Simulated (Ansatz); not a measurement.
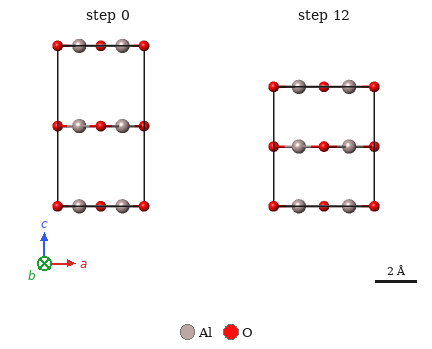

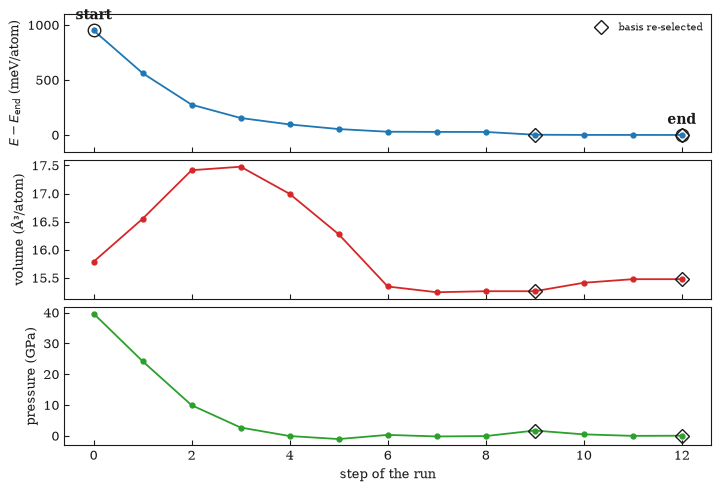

First and last geometry of a relaxation of crystalline Al2O (a generated structure, set up in Fmmm) (coarse preliminary run), with the history of the run. The picture is a ball-and-stick view of the conventional cell (4 times the calculation's cell), seen along the b axis. Lengths and directions refer to the drawn axes.

Method: Ansatz 0.2.0, DFT PBE, scalar-relativistic, plane waves, PAW. Set-up: plane-wave cutoff 420 eV; k-point mesh 6 × 6 × 6; occupations gaussian; smearing width 0.1 eV; no spin polarisation; cell and atoms relaxed; force threshold 0.04 eV/Å; at most 70 steps.

> Read the history and describe the run.

It converged. The atoms keep their places relative to the cell (all moves are under 0.005 Å). The drawn cell changes as follows: a 4.293 → 5.002 Å (+16.5 %), b 5.539 → 6.259 Å (+13.0 %), c 7.968 → 5.933 Å (−25.5 %); the volume changes by −2.0 %. Some distances before and after: Al–Al 2.146 → 2.501 Å, Al–O 1.752 → 2.003 Å. The space group stays Fmmm (No. 69). The energy falls by 951 meV per atom in 10 accepted moves (12 points after the start). All forces vanish by symmetry, so only the cell relaxes. The pressure goes from 39.72 to 0.06 GPa. The SCF was repeated twice at an unchanged geometry on a basis and grid sized afresh for the cell, which shifted the energy by 25.3 meV per atom at most.
